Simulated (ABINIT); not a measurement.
## Phonons q calculation of In (part 2 of 2)

Continued. System: In (1 atom in the cell). Method: Kohn-Sham DFT of a periodic cell, PBEsol, JTH PAW PBE v2.0, no spin polarisation (ABINIT 10.8.3); cutoff 435.38 eV, 12×12×12 k-mesh, fermi-dirac of 0.2 eV. The structure derives from an entry of the Crystallography Open Database.

Geometry of the input (Å; fractional positions):
```
-1.6255  1.6255  2.4737
1.6255  -1.6255  2.4737
1.6255  1.6255  -2.4737
In 0.0000  0.0000  0.0000
```

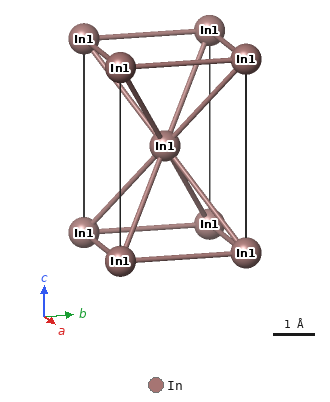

The input geometry (ball-and-stick view of the cell 2 times as large as that of the calculation, set on its symmetry axes, seen slightly off an axis; atoms are numbered from 1 in the order of the input).

### Log, continued
```
--- !EnergyTerms
iteration_state     : {dtset: 1, }
comment             : Components of total free energy in Hartree
kinetic             :  1.39774277805638E+01
hartree             :  1.89564618027385E+01
xc                  : -7.49394012946557E+00
Ewald energy        : -4.35099901313722E+01
psp_core            :  1.88982979883174E+00
local_psp           : -5.28746668291259E+01
PAW spherical_terms :  1.10188506254482E+01
internal            : -5.80360270823814E+01
'-kT*entropy'       : -2.26599638030963E-03
total_energy        : -5.80382930787617E+01
total_energy_eV     : -1.57930241002363E+03
...

--- !EnergyTermsDC
iteration_state     : {dtset: 1, }
comment             : '"Double-counting" decomposition of free energy'
band_energy         : -2.99565592270913E+00
Ewald energy        : -4.35099901313722E+01
psp_core            :  1.88982979883174E+00
xc_dc               : -2.17263029394684E+01
PAW spherical_terms :  8.30609184867200E+00
internal            : -5.80360273460460E+01
'-kT*entropy'       : -2.26599638030963E-03
total_energy_dc     : -5.80382933424263E+01
total_energy_dc_eV  : -1.57930241719831E+03
...

--- !EnergyTermsWithPAWCore
iteration_state     : {dtset: 1, }
comment             : 'Components of total free energy, including PAW core contributions'
Total energy        : -5.87906772428857E+03
Total energy DC     : -5.87906772455223E+03
Total energy (eV)   : -1.59977582611897E+05
Total energy DC (eV): -1.59977582619071E+05
...

 Cartesian components of stress tensor (hartree/bohr^3)
  sigma(1 1)=  5.39388207E-05  sigma(3 2)=  0.00000000E+00
  sigma(2 2)=  5.39388207E-05  sigma(3 1)=  0.00000000E+00
  sigma(3 3)=  5.47830253E-05  sigma(2 1)=  0.00000000E+00

-Cartesian components of stress tensor (GPa)         [Pressure= -1.5952E+00 GPa]
- sigma(1 1)=  1.58693489E+00  sigma(3 2)=  0.00000000E+00
- sigma(2 2)=  1.58693489E+00  sigma(3 1)=  0.00000000E+00
- sigma(3 3)=  1.61177225E+00  sigma(2 1)=  0.00000000E+00

================================================================================
== DATASET  2 ==================================================================

--- !DatasetInfo
iteration_state: {dtset: 2, }
dimensions: {natom: 1, nkpt: 1728, mband: 15, nsppol: 1, nspinor: 1, nspden: 1, mpw: 549, }
cutoff_energies: {ecut:  16.0, pawecutdg:  32.0, }
electrons: {nelect:   1.30000000E+01, charge:   0.00000000E+00, occopt:   3.00000000E+00, tsmear:   7.34986444E-03, }
meta: {optdriver: 1, rfphon: 1, }
...

 mkfilename : getwfk/=0, take file _WFK from output of DATASET   1.

 Real(R)+Recip(G) space primitive vectors, cartesian coordinates (Bohr,Bohr^-1):
 R(1)= -3.0716931  3.0716931  4.6746155  G(1)=  0.0000000  0.1627767  0.1069607
 R(2)=  3.0716931 -3.0716931  4.6746155  G(2)=  0.1627767  0.0000000  0.1069607
 R(3)=  3.0716931  3.0716931 -4.6746155  G(3)=  0.1627767  0.1627767  0.0000000
 Unit cell volume ucvol=  1.7642557E+02 bohr^3
 Angles (23,13,12)=  1.22452932E+02  1.22452932E+02  8.58014374E+01 degrees
 setup1 : take into account q-point for computing boxcut.

 Coarse grid specifications (used for wave-functions):

 getcut: wavevector=  0.5000  0.5000 -0.5000  ngfft=  24  24  24
         ecut(hartree)=     16.000   => boxcut(ratio)=   2.00493

 Fine grid specifications (used for densities):

 getcut: wavevector=  0.5000  0.5000 -0.5000  ngfft=  36  36  36
         ecut(hartree)=     32.000   => boxcut(ratio)=   2.15399
--------------------------------------------------------------------------------

 ==>  initialize data related to q vector <==

 The list of irreducible perturbations for this q vector is:
    1)    idir= 1    ipert=   1

================================================================================

 The perturbation idir=   2  ipert=   1 is
 symmetric of a previously calculated perturbation.
 So, its SCF calculation is not needed.

 The perturbation idir=   3  ipert=   1 is
 symmetric of a previously calculated perturbation.
 So, its SCF calculation is not needed.

--------------------------------------------------------------------------------
 Perturbation wavevector (in red.coord.)   0.500000  0.500000 -0.500000
 Perturbation : displacement of atom   1   along direction   1
 Found     2 symmetries that leave the perturbation invariant.
 symkpt : the number of k-points, thanks to the symmetries,
 is reduced to   936 .

--------------------------------------------------------------------------------

--------------------------------------------------------------------------------

 dfpt_looppert : total number of electrons, from k and k+q
  fully or partially occupied states are    1.300000E+01 and    1.300000E+01.
 Initialisation of the first-order wave-functions :
  ireadwf=   0

--- !BeginCycle
iteration_state: {dtset: 2, }
solver: {iscf: 7, nstep: 80, nline: 4, wfoptalg: 10, }
tolerances: {tolvrs: 1.00E-09, }
...

     iter   2DEtotal(Ha)        deltaE(Ha) residm    vres2
-ETOT  1   2752.8302386023      1.454E+03 5.941E+01 2.238E+07
 ETOT  2   184.35093560156     -2.568E+03 7.088E+00 1.570E+06
 ETOT  3   1.7506018654080     -1.826E+02 1.523E+01 7.020E+03
 ETOT  4  0.82842366642876     -9.222E-01 7.622E-01 6.088E+02
 ETOT  5  0.77020252365355     -5.822E-02 2.920E-01 1.325E+01
 ETOT  6  0.76870573147244     -1.497E-03 1.275E+00 1.565E-01
 ETOT  7  0.76869606382888     -9.668E-06 3.901E-01 7.192E-03
 ETOT  8  0.76869577746288     -2.864E-07 1.493E+00 7.288E-04
 ETOT  9  0.76869574331545     -3.415E-08 4.453E-01 6.329E-05
 ETOT 10  0.76869573910494     -4.211E-09 1.821E+00 4.192E-06
 ETOT 11  0.76869573914541      4.047E-11 5.163E-01 3.715E-07
 ETOT 12  0.76869573910813     -3.729E-11 1.599E+00 3.226E-08
 ETOT 13  0.76869573906720     -4.093E-11 7.355E-02 2.904E-09
 ETOT 14  0.76869573910085      3.365E-11 1.352E-01 2.613E-10

 At SCF step   14       vres2   =  2.61E-10 < tolvrs=  1.00E-09 =>converged.
================================================================================

 ----iterations are completed or convergence reached----

 Mean square residual over all n,k,spin=   39.172E-06; max=  13.520E-02

 2DEtotal=    0.7686957391E+00 Ha. Also 2DEtotal=    0.209172766623E+02 eV
    (2DErelax=   -1.2976461217E+03 Ha. 2DEnonrelax=    1.2984148174E+03 Ha)
    (  non-var. 2DEtotal :    7.6850386133E-01 Ha)

================================================================================

 ---- first-order wavefunction calculations are completed ----

 ==> Compute Derivative Database <==

  Dynamical matrix, in cartesian coordinates,
   if specified in the inputs, asr has been imposed
     j1       j2             matrix element
  dir pert dir pert     real part    imaginary part

   1    1   1    1         0.0010185143         0.0000000000

   2    1   2    1         0.0010185143         0.0000000000

   3    1   3    1         0.0342685738         0.0000000000

  Phonon wavevector (reduced coordinates) :  0.50000  0.50000 -0.50000
 Phonon energies in Hartree :
   6.975812E-05  6.975812E-05  4.046310E-04
 Phonon frequencies in cm-1    :
   1.531014E+01  1.531014E+01  8.880625E+01

================================================================================
== DATASET  3 ==================================================================

--- !DatasetInfo
iteration_state: {dtset: 3, }
dimensions: {natom: 1, nkpt: 1728, mband: 15, nsppol: 1, nspinor: 1, nspden: 1, mpw: 549, }
cutoff_energies: {ecut:  16.0, pawecutdg:  32.0, }
electrons: {nelect:   1.30000000E+01, charge:   0.00000000E+00, occopt:   3.00000000E+00, tsmear:   7.34986444E-03, }
meta: {optdriver: 1, rfphon: 1, }
...

 mkfilename : getwfk/=0, take file _WFK from output of DATASET   1.

 Real(R)+Recip(G) space primitive vectors, cartesian coordinates (Bohr,Bohr^-1):
 R(1)= -3.0716931  3.0716931  4.6746155  G(1)=  0.0000000  0.1627767  0.1069607
 R(2)=  3.0716931 -3.0716931  4.6746155  G(2)=  0.1627767  0.0000000  0.1069607
 R(3)=  3.0716931  3.0716931 -4.6746155  G(3)=  0.1627767  0.1627767  0.0000000
 Unit cell volume ucvol=  1.7642557E+02 bohr^3
 Angles (23,13,12)=  1.22452932E+02  1.22452932E+02  8.58014374E+01 degrees
 setup1 : take into account q-point for computing boxcut.

 Coarse grid specifications (used for wave-functions):

 getcut: wavevector=  0.0000  0.0000  0.5000  ngfft=  24  24  24
         ecut(hartree)=     16.000   => boxcut(ratio)=   2.00252

 Fine grid specifications (used for densities):

 getcut: wavevector=  0.0000  0.0000  0.5000  ngfft=  36  36  36
         ecut(hartree)=     32.000   => boxcut(ratio)=   2.15589
--------------------------------------------------------------------------------

 ==>  initialize data related to q vector <==

 The list of irreducible perturbations for this q vector is:
    1)    idir= 1    ipert=   1
    2)    idir= 3    ipert=   1

================================================================================

 The perturbation idir=   2  ipert=   1 is
 symmetric of a previously calculated perturbation.
 So, its SCF calculation is not needed.

--------------------------------------------------------------------------------
 Perturbation wavevector (in red.coord.)   0.000000  0.000000  0.500000
 Perturbation : displacement of atom   1   along direction   1
 The set of symmetries contains only one element for this perturbation.
 symkpt : not enough symmetry to change the number of k points.

--------------------------------------------------------------------------------

--------------------------------------------------------------------------------

 dfpt_looppert : total number of electrons, from k and k+q
  fully or partially occupied states are    1.300000E+01 and    1.300000E+01.
 Initialisation of the first-order wave-functions :
  ireadwf=   0

--- !BeginCycle
iteration_state: {dtset: 3, }
solver: {iscf: 7, nstep: 80, nline: 4, wfoptalg: 10, }
tolerances: {tolvrs: 1.00E-09, }
...

     iter   2DEtotal(Ha)        deltaE(Ha) residm    vres2
-ETOT  1   1054.0816391631     -1.872E+02 2.369E+01 5.162E+06
 ETOT  2   81.562278788987     -9.725E+02 8.442E+00 4.263E+05
 ETOT  3  0.44318477936888     -8.112E+01 4.301E+00 1.691E+03
 ETOT  4  0.17621586455645     -2.670E-01 2.063E+00 1.516E+02
 ETOT  5  0.15347384686031     -2.274E-02 1.844E+00 5.189E+00
 ETOT  6  0.15261265394513     -8.612E-04 2.249E+00 1.615E-01
 ETOT  7  0.15258287946055     -2.977E-05 1.370E+00 3.299E-03
 ETOT  8  0.15258278088906     -9.857E-08 1.385E+00 4.519E-04
 ETOT  9  0.15258274618456     -3.470E-08 1.681E+00 2.167E-05
 ETOT 10  0.15258274564978     -5.348E-10 6.336E+00 1.945E-06
 ETOT 11  0.15258274569184      4.206E-11 1.830E+00 1.746E-07
 ETOT 12  0.15258274568752     -4.320E-12 4.940E-01 1.564E-08
 ETOT 13  0.15258274569662      9.095E-12 9.547E-01 1.407E-09
 ETOT 14  0.15258274567206     -2.456E-11 5.654E-01 1.266E-10

 At SCF step   14       vres2   =  1.27E-10 < tolvrs=  1.00E-09 =>converged.
================================================================================

 ----iterations are completed or convergence reached----

 Mean square residual over all n,k,spin=   21.828E-05; max=  56.542E-02

 2DEtotal=    0.1525827457E+00 Ha. Also 2DEtotal=    0.415198802694E+01 eV
    (2DErelax=   -1.2411411095E+03 Ha. 2DEnonrelax=    1.2412936923E+03 Ha)
    (  non-var. 2DEtotal :    1.5237360529E-01 Ha)

--------------------------------------------------------------------------------
 Perturbation wavevector (in red.coord.)   0.000000  0.000000  0.500000
 Perturbation : displacement of atom   1   along direction   3
 Found     2 symmetries that leave the perturbation invariant.
 symkpt : the number of k-points, thanks to the symmetries,
 is reduced to   936 .

--------------------------------------------------------------------------------

--------------------------------------------------------------------------------

 dfpt_looppert : total number of electrons, from k and k+q
  fully or partially occupied states are    1.300000E+01 and    1.300000E+01.
 Initialisation of the first-order wave-functions :
  ireadwf=   0

--- !BeginCycle
iteration_state: {dtset: 3, }
solver: {iscf: 7, nstep: 80, nline: 4, wfoptalg: 10, }
tolerances: {tolvrs: 1.00E-09, }
...

     iter   2DEtotal(Ha)        deltaE(Ha) residm    vres2
-ETOT  1   2062.0031487949      7.793E+02 2.022E+02 1.444E+07
 ETOT  2   143.02436948719     -1.919E+03 9.960E+00 1.049E+06
 ETOT  3   1.4431112968496     -1.416E+02 2.811E+01 4.291E+03
 ETOT  4  0.81801770491673     -6.251E-01 6.933E+00 4.214E+02
 ETOT  5  0.77274912450714     -4.527E-02 2.711E+00 1.266E+01
 ETOT  6  0.77125813596679     -1.491E-03 9.032E-01 1.308E-01
 ETOT  7  0.77124940954953     -8.726E-06 1.738E+00 6.025E-03
 ETOT  8  0.77124918610009     -2.234E-07 6.682E-01 6.044E-04
 ETOT  9  0.77124915609018     -3.001E-08 3.236E-01 5.246E-05
 ETOT 10  0.77124915238444     -3.706E-09 5.436E-01 3.781E-06
 ETOT 11  0.77124915234010     -4.434E-11 2.616E-01 3.371E-07
 ETOT 12  0.77124915228417     -5.593E-11 4.368E-01 2.815E-08
 ETOT 13  0.77124915230759      2.342E-11 2.140E-01 2.528E-09
 ETOT 14  0.77124915233692      2.933E-11 3.463E-01 2.276E-10

 At SCF step   14       vres2   =  2.28E-10 < tolvrs=  1.00E-09 =>converged.
================================================================================

 ----iterations are completed or convergence reached----

 Mean square residual over all n,k,spin=   10.954E-05; max=  34.631E-02

 2DEtotal=    0.7712491523E+00 Ha. Also 2DEtotal=    0.209867585761E+02 eV
    (2DErelax=   -1.2818978388E+03 Ha. 2DEnonrelax=    1.2826690879E+03 Ha)
    (  non-var. 2DEtotal :    7.7099208534E-01 Ha)

================================================================================

 ---- first-order wavefunction calculations are completed ----

 ==> Compute Derivative Database <==

  Dynamical matrix, in cartesian coordinates,
   if specified in the inputs, asr has been imposed
     j1       j2             matrix element
  dir pert dir pert     real part    imaginary part

   1    1   1    1         0.0294085372         0.0000001831
   1    1   2    1         0.0163913719         0.0000001831

   2    1   1    1         0.0163913719         0.0000001831
   2    1   2    1         0.0294085372         0.0000001831

   3    1   3    1        -0.0042681654         0.0000000000

  Phonon wavevector (reduced coordinates) :  0.00000  0.00000  0.50000
 Phonon energies in Hartree :
  -1.428012E-04  2.493845E-04  4.677820E-04
 Phonon frequencies in cm-1    :
  -3.134124E+01  5.473356E+01  1.026663E+02

== END DATASET(S) ==============================================================
================================================================================

 -outvars: echo values of variables after computation  --------
            acell      1.0000000000E+00  1.0000000000E+00  1.0000000000E+00 Bohr
           etotal1    -5.8038293342E+01
           etotal2     7.6869573910E-01
           etotal3     7.7124915234E-01
            fcart1    -0.0000000000E+00 -0.0000000000E+00 -0.0000000000E+00
            fcart2     0.0000000000E+00  0.0000000000E+00  0.0000000000E+00
            fcart3     0.0000000000E+00  0.0000000000E+00  0.0000000000E+00
            rprim     -3.0716931238E+00  3.0716931238E+00  4.6746155145E+00
                       3.0716931238E+00 -3.0716931238E+00  4.6746155145E+00
                       3.0716931238E+00  3.0716931238E+00 -4.6746155145E+00
           strten1     5.3938820667E-05  5.3938820667E-05  5.4783025255E-05
                       0.0000000000E+00  0.0000000000E+00  0.0000000000E+00
           strten2     0.0000000000E+00  0.0000000000E+00  0.0000000000E+00
                       0.0000000000E+00  0.0000000000E+00  0.0000000000E+00
           strten3     0.0000000000E+00  0.0000000000E+00  0.0000000000E+00
                       0.0000000000E+00  0.0000000000E+00  0.0000000000E+00
 Calculation completed.
```

### Key numbers

```json
{"quantity": "outcome", "value": "converged"}
{"quantity": "space group (tolerance 0.01 Å)", "value": "I4/mmm (139)"}
{"quantity": "electrons treated", "value": "13"}
{"quantity": "free energy", "value": "−1579.3024 eV"}
{"quantity": "Fermi energy of the self-consistent step", "value": "5.687 eV"}
{"quantity": "gap on the k-point mesh", "value": "none (metallic)"}
{"quantity": "pressure", "value": "−1.60 GPa"}
{"quantity": "largest force (length of the vector)", "value": "under 0.001 eV/Å"}
{"quantity": "hardware", "value": "1 thread of Arm Neoverse V1, 24 GiB of memory available, shared host"}
{"quantity": "wall time", "value": "24 min"}
{"quantity": "peak memory", "value": "1.6 GiB"}
```

### Notes

Further notes kept with the run: chneut/=0 not allowed with q/=0 => chneut reset to 0 locally; asr/=0 not allowed with q/=0 => asr reset to 0 locally. Points of doubt noted for this run: cutoff too low for stress.
